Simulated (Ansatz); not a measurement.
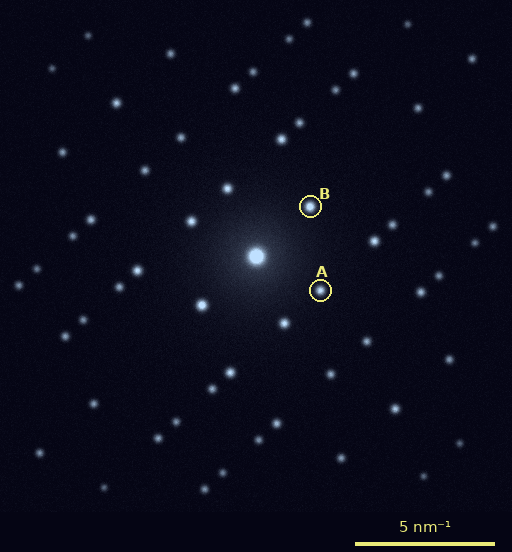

Simulated selected-area electron diffraction pattern (120 kV, kinematic approximation, thin crystal, B = 1 Å² for all atoms). Two individuals of a reflection twin are superposed (a geometric construction: whether this twin forms is not tested). Crystal: Hf, space group Fd-3m (No. 227), a = 6.551 Å, zone axis [110]. Structure: the end point of a relaxation with DFT, PBE, plane waves (420 eV) with PAW, scalar-relativistic (Ansatz 0.2.0); the starting structure was generated, so it need not be a known form of this composition.

In the first individual spot A is -1 1 -1 and spot B is -1 1 1.

Q: On which plane is the crystal twinned?

A: (1-1-1). The spot positions of the combined pattern are mirror-symmetric about the row through 1 -1 -1 (d = 3.782 Å), which both individuals share, while a single individual has only symmetry 2mm without that mirror line. Friedel's law adds the mirror line at right angles, so a twin on (1-12) would give the same picture; the more widely spaced plane was used.

Q: Which other reflections coincide?

A: Off the common row, 2 -2 4, 1 -1 5, 3 -3 3 and their kin fall on spots of the second individual; about 20 % of the first individual's visible spots are shared.
